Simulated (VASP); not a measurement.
# Geometry relaxation, with input and output: P

P (Im-3m, 1 atom in the cell), computed with Kohn-Sham DFT of a periodic cell, PBEsol with D3(BJ), VASP PAW PBE potentials, recommended (VASP 6.6.1).

The structure was built on a prototype by a generator; it need not be a known phase. The run did not end well.

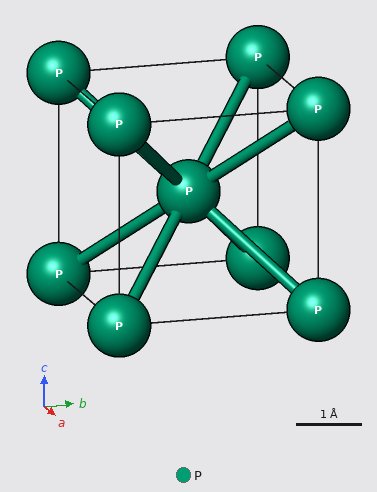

*The structure as given in the input (ball-and-stick view of the cell 2 times as large as that of the calculation, set on its symmetry axes, seen slightly off an axis).*

### INCAR
```
SYSTEM = P
ALGO = Fast
EDIFF = 1E-7
EDIFFG = -0.002
ENCUT = 350
GGA = PS
IBRION = 2
ISIF = 3
ISMEAR = 0
IVDW = 12
LASPH = .TRUE.
LCHARG = .FALSE.
LREAL = .FALSE.
LWAVE = .FALSE.
NELM = 80
NSW = 80
PREC = Accurate
PSTRESS = 2000.0
SIGMA = 0.1
```

### KPOINTS
```
k-points
0
G
  18 18 18
  0 0 0
```

### POSCAR
```
P
1.0
   -1.6117973500      1.6117973500      1.6117973500
    1.6117973500     -1.6117973500      1.6117973500
    1.6117973500      1.6117973500     -1.6117973500
P
1
Direct
    0.0000000000      0.0000000000      0.0000000000
```

Run on 1 thread of Intel Xeon (Granite Rapids), 64 GiB of memory available, shared host.

Command:
```bash
cat potpaw_PBE.64/P/POTCAR > POTCAR
mpirun -np 1 vasp_std > vasp.out
```

### OSZICAR
```
N       E                     dE             d eps       ncg     rms          rms(c)
DAV:   1     0.427971834236E+00    0.42797E+00   -0.15757E+03  2388   0.425E+02
DAV:   2    -0.499371799427E+01   -0.54217E+01   -0.50845E+01  3498   0.539E+01
DAV:   3    -0.506593863488E+01   -0.72221E-01   -0.72176E-01  2664   0.664E+00
DAV:   4    -0.506611825360E+01   -0.17962E-03   -0.17962E-03  3444   0.363E-01
DAV:   5    -0.506611856401E+01   -0.31040E-06   -0.31077E-06  2748   0.945E-03    0.294E+00
RMM:   6    -0.505653356754E+01    0.95850E-02   -0.58584E-03  2340   0.552E-01    0.171E+00
RMM:   7    -0.505297157172E+01    0.35620E-02   -0.11086E-02  2340   0.787E-01    0.116E-01
RMM:   8    -0.505300402135E+01   -0.32450E-04   -0.52110E-04  2340   0.242E-01    0.219E-02
RMM:   9    -0.505300452382E+01   -0.50247E-06   -0.56029E-05  2340   0.732E-02    0.351E-02
RMM:  10    -0.505300636749E+01   -0.18437E-05   -0.67586E-06  2340   0.262E-02    0.166E-02
RMM:  11    -0.505300535472E+01    0.10128E-05   -0.29482E-06  2340   0.143E-02    0.111E-03
RMM:  12    -0.505300542153E+01   -0.66802E-07   -0.38009E-07  2121   0.617E-03
   1 F= 0.15517695E+02 E0= 0.15518851E+02  d E =0.155177E+02
```

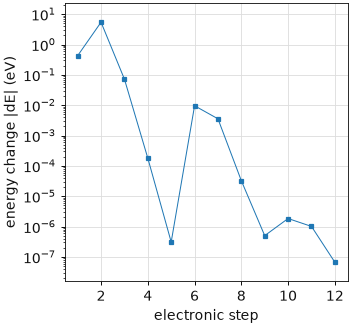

*Convergence of the self-consistent field: energy change |dE| against the electronic step.*

It takes 12 electronic steps. The density is held fixed in the first few steps, and dE rises again when its update begins.

### Parts of OUTCAR
```
SYSTEM = P
   EDIFF = 1E-7
   EDIFFG = -0.002
   ENCUT = 350
   GGA = PS
   IBRION = 2
   ISIF = 3
   ISMEAR = 0
   IVDW = 12
   LASPH = .TRUE.
   LREAL = .FALSE.
   NELM = 80
   NSW = 80
   PREC = Accurate
   PSTRESS = 2000.0
 IVDW          = 12
 VDW_S6        =  1.00000000  s6, scaling of the dipole-dipole dispersion
 VDW_S8        =  2.94910002  s8, scaling of the dipole-quadrupole dispersion
 VDW_A1        =  0.44659999  a1, scaling of the critical radii
 VDW_A2        =  6.17420006  a2, offset of the critical radii
 VDW_RADIUS    = 50.20216178  two-body interaction cutoff (in Angstroms)
 VDW_CNRADIUS  = 21.16708996  CN, coordination number cutoff (in Angstroms)

 ion  position               nearest neighbor table
   1  0.000  0.000  0.000-

  LATTYP: Found a body centered cubic cell.
 ALAT       =     3.2235947000

  Lattice vectors:

 A1 = (  -1.6117973500,   1.6117973500,   1.6117973500)
 A2 = (   1.6117973500,  -1.6117973500,   1.6117973500)
 A3 = (   1.6117973500,   1.6117973500,  -1.6117973500)

Analysis of symmetry for initial positions (statically):
=====================================================================
 Subroutine PRICEL returns:
 Original cell was already a primitive cell.

 Routine SETGRP: Setting up the symmetry group for a
 body centered cubic supercell.

 Subroutine GETGRP returns: Found 48 space group operations
 (whereof 48 operations were pure point group operations)
 out of a pool of 48 trial point group operations.

The static configuration has the point symmetry O_h .

Analysis of symmetry for dynamics (positions and initial velocities):
=====================================================================
 Subroutine PRICEL returns:
 Original cell was already a primitive cell.

 Routine SETGRP: Setting up the symmetry group for a
 body centered cubic supercell.

 Subroutine GETGRP returns: Found 48 space group operations
 (whereof 48 operations were pure point group operations)
 out of a pool of 48 trial point group operations.

The dynamic configuration has the point symmetry O_h .

 Subroutine INISYM returns: Found 48 space group operations
 (whereof 48 operations are pure point group operations),
 and found     1 'primitive' translations

----------------------------------------------------------------------------------------

                                     Primitive cell

  volume of cell :      16.7491

  direct lattice vectors                    reciprocal lattice vectors
    -1.611797350  1.611797350  1.611797350     0.000000000  0.310212695  0.310212695
     1.611797350 -1.611797350  1.611797350     0.310212695  0.000000000  0.310212695
     1.611797350  1.611797350 -1.611797350     0.310212695  0.310212695  0.000000000

  length of vectors
     2.791714902  2.791714902  2.791714902     0.438707001  0.438707001  0.438707001

  position of ions in fractional coordinates (direct lattice)
     0.000000000  0.000000000  0.000000000

  ion indices of the primitive-cell ions
   primitive index   ion index
                 1           1

----------------------------------------------------------------------------------------

 KPOINTS: k-points

Automatic generation of k-mesh.
 Grid dimensions read from file:
 generate k-points for:   18   18   18

 Generating k-lattice:

  Cartesian coordinates                     Fractional coordinates (reciprocal lattice)
     0.000000000  0.017234039  0.017234039     0.055555556  0.000000000  0.000000000
     0.017234039  0.000000000  0.017234039     0.000000000  0.055555556  0.000000000
     0.017234039  0.017234039  0.000000000     0.000000000  0.000000000  0.055555556

  Length of vectors
     0.024372611  0.024372611  0.024372611

  Shift w.r.t. Gamma in fractional coordinates (k-lattice)
     0.000000000  0.000000000  0.000000000

 Subroutine IBZKPT returns following result:
 ===========================================

 Found    195 irreducible k-points:

 Following reciprocal coordinates:
            Coordinates               Weight
  0.000000  0.000000  0.000000      1.000000
  0.055556  0.000000  0.000000     12.000000
  0.111111  0.000000  0.000000     12.000000
  0.166667  0.000000  0.000000     12.000000
  0.222222  0.000000  0.000000     12.000000
  0.277778  0.000000  0.000000     12.000000
  0.333333  0.000000  0.000000     12.000000
  0.388889  0.000000  0.000000     12.000000
  0.444444  0.000000  0.000000     12.000000
  0.500000  0.000000  0.000000      6.000000
  0.055556  0.055556  0.000000     24.000000
  0.111111  0.055556  0.000000     48.000000
  0.166667  0.055556 -0.000000     48.000000
  0.222222  0.055556  0.000000     48.000000
  0.277778  0.055556  0.000000     48.000000
  0.333333  0.055556  0.000000     48.000000
  0.388889  0.055556 -0.000000     48.000000
  0.444444  0.055556  0.000000     48.000000
  0.111111  0.111111  0.000000     24.000000
  0.166667  0.111111  0.000000     48.000000
  0.222222  0.111111  0.000000     48.000000
  0.277778  0.111111  0.000000     48.000000
  0.333333  0.111111  0.000000     48.000000
  0.388889  0.111111  0.000000     48.000000
 [... further k-points ...]
   k-points           NKPTS =    195   k-points in BZ     NKDIM =    195   number of bands    NBANDS=      6
   number of dos      NEDOS =    301   number of ions     NIONS =      1
   total plane-waves  NPLWV =   5832
   dimension x,y,z NGX =    18 NGY =   18 NGZ =   18
   dimension x,y,z NGXF=    36 NGYF=   36 NGZF=   36
   ions per type =               1
   NGX,Y,Z   is equivalent  to a cutoff of  10.72, 10.72, 10.72 a.u.
   NGXF,Y,Z  is equivalent  to a cutoff of  21.44, 21.44, 21.44 a.u.
 SYSTEM =  P
   PREC   = accura    normal or accurate (medium, high low for compatibility)
   ISTART =      0    job   : 0-new  1-cont  2-samecut
   ICHARG =      2    charge: 1-file 2-atom 10-const
   ISPIN  =      1    spin polarized calculation?
   LNONCOLLINEAR =      F non collinear calculations
   LSORBIT =      F    spin-orbit coupling
   LASPH  =      T    aspherical Exc in radial PAW
   ENCUT  =  350.0 eV  25.72 Ry    5.07 a.u.   4.26  4.26  4.26*2*pi/ulx,y,z
   NELM   =     80;   NELMIN=  2; NELMDL= -5     # of ELM steps
   EDIFF  = 0.1E-06   stopping-criterion for ELM
   LREAL  =      F    real-space projection
   EDIFFG = -.2E-02   stopping-criterion for IOM
   NSW    =     80    number of steps for IOM
   IBRION =      2    ionic relax: 0-MD 1-quasi-New 2-CG
   NFREE  =      1    steps in history (QN), initial steepest desc. (CG)
   ISIF   =      3    stress and relaxation
   ISYM   =      2    0-nonsym 1-usesym 2-fastsym
   POTIM  = 0.5000    time-step for ionic-motion
   TEBEG  =    0.0;   TEEND  =   0.0 temperature during run
   PSTRESS= 2000.0 pullay stress
   NELECT =       5.0000    total number of electrons
   NUPDOWN=      -1.0000    fix difference up-down
   EMIN   =  10.00;   EMAX   =-10.00  energy-range for DOS
   EFERMI =   0.00;   METHOD = LEGACY
   ISMEAR =     0;   SIGMA  =   0.10  broadening in eV -4-tet -1-fermi 0-gaus
   EFERMI_NEDOS =   21; number of points for ismear=-14 and -15
   IALGO  =     68    algorithm
   IMIX   =      4    mixing-type and parameters
     AMIX     =   0.40;   BMIX     =  1.00
     AMIX_MAG =   1.60;   BMIX_MAG =  1.00
  volume/ion in A,a.u.               =      16.75       113.03
  Fermi-wavevector in a.u.,A,eV,Ry     =   1.094127  2.067600 16.287723  1.197114
  Thomas-Fermi vector in A             =   2.230426
   LORBIT       =      0    0 simple, 1 ext, 2 COOP (PROOUT), +10 PAW based schemes
   GGA     = PS    functional components
   LHFCALC =     F    Hartree Fock is set to
   AEXX    =    0.0000 exact exchange contribution
   IVDW    =    12    specifies the selected vdW correction
   LEPSILON=     F    determine dielectric tensor
   LRPA    =     F    only Hartree local field effects (RPA)
 conjugate gradient relaxation of ions
 non-spin polarized calculation
 RMM-DIIS sequential band-by-band and
 Gauss-broadening in eV      SIGMA  =   0.10
  energy-cutoff  :      350.00
  volume of cell :       16.75
 maximum number of plane-waves:       258
 NGX is ok and might be reduce to    18
   NGX =  9   NGY =  9   NGZ =  9

 number of electron       4.9999997 magnetization

 Free energy of the ion-electron system (eV)
  ---------------------------------------------------
  ext. energy  EPLUGINS =         0.00000000
  ---------------------------------------------------
  free energy    TOTEN  =        -5.05300542 eV

  energy without entropy =       -5.05069425  energy(sigma->0) =       -5.05184984

 E-fermi :   7.6548     XC(G=0): -10.9417     alpha+bet :-13.1830

 val. band max:        7.6265271098   @ k =  -0.2222   0.2778   0.1111
 cond. band min:       7.6652300386   @ k =  -0.2222   0.2778   0.1667
 fundamental gap:      0.0387029288
 Fermi energy:         7.6547879519

 k-point     1 :       0.0000    0.0000    0.0000
  band No.  band energies     occupation
      1      -7.1280      2.00000
      2      13.4729      0.00000
      3      13.4729      0.00000
      4      13.4729      0.00000
      5      19.3560      0.00000
      6      19.3560      0.00000

 k-point     2 :       0.0556    0.0000    0.0000
  band No.  band energies     occupation
      1      -7.0465      2.00000
      2      12.9889      0.00000
      3      13.2365      0.00000
      4      13.4319      0.00000
      5      19.1185      0.00000
      6      19.3838      0.00000

 k-point     3 :       0.1111    0.0000    0.0000
  band No.  band energies     occupation
      1      -6.8026      2.00000
      2      11.7531      0.00000
      3      12.6691      0.00000
      4      13.3130      0.00000
      5      18.5288      0.00000
      6      19.1159      0.00000

 k-point     4 :       0.1667    0.0000    0.0000
  band No.  band energies     occupation
      1      -6.3979      2.00000
      2      10.1161      0.00000
      3      11.9906      0.00000
      4      13.1291      0.00000
      5      17.8042      0.00000
      6      18.3561      0.00000

 k-point     5 :       0.2222    0.0000    0.0000
  band No.  band energies     occupation
      1      -5.8358      2.00000
      2       8.3156      0.00000
      3      11.3319      0.00000
      4      12.9030      0.00000
      5      17.0864      0.00000
      6      17.4970      0.00000

 [... the levels of 18 k-points are left out ...]

 k-point    24 :       0.3889    0.1111    0.0000
  band No.  band energies     occupation
      1      -2.1392      2.00000
      2       1.9360      2.00000
      3       8.3348      0.00000
      4      11.1669      0.00000
      5      15.9461      0.00000
      6      17.6386      0.00000

 [... further k-points ...]

------------------------ aborting loop because EDIFF is reached ----------------------------------------

 Edisp (eV)   -0.33721

 E8    (eV) :    -0.2001

  FORCE on cell =-STRESS in cart. coord.  units (eV):
  Direction    XX          YY          ZZ          XY          YZ          ZX
  --------------------------------------------------------------------------------------
  -------------------------------------------------------------------------------------
  Total      -1.89942    -1.89942    -1.89942     0.00000     0.00000    -0.00000
  in kB    -181.69376  -181.69376  -181.69376     0.00000     0.00000    -0.00000
  external pressure =    -2181.69 kB  Pullay stress =     2000.00 kB

 VOLUME and BASIS-vectors are now :
 -----------------------------------------------------------------------------
  energy-cutoff  :      350.00
  volume of cell :       16.75
      direct lattice vectors                 reciprocal lattice vectors
    -1.611797350  1.611797350  1.611797350     0.000000000  0.310212695  0.310212695
     1.611797350 -1.611797350  1.611797350     0.310212695  0.000000000  0.310212695
     1.611797350  1.611797350 -1.611797350     0.310212695  0.310212695  0.000000000

 POSITION                                       TOTAL-FORCE (eV/Angst)
 -----------------------------------------------------------------------------------
      0.00000      0.00000      0.00000         0.000000     -0.000000     -0.000000
 -----------------------------------------------------------------------------------
    total drift:                                0.000000     -0.000000      0.000000

  FREE ENERGIE OF THE ION-ELECTRON SYSTEM (eV)
  ---------------------------------------------------
  free  energy   TOTEN  =        -5.3902192989 eV

  energy  without entropy=       -5.3879081292  energy(sigma->0) =       -5.38906371

  enthalpy is  TOTEN    =        15.5176952664 eV   P V=       20.9079145653
```

### What the run reported

```csv
quantity,value
outcome,ended with an error
space group (tolerance 0.01 Å),Im-3m (229)
wall time,4.5 s
```

### What went wrong

The run ended with an error.
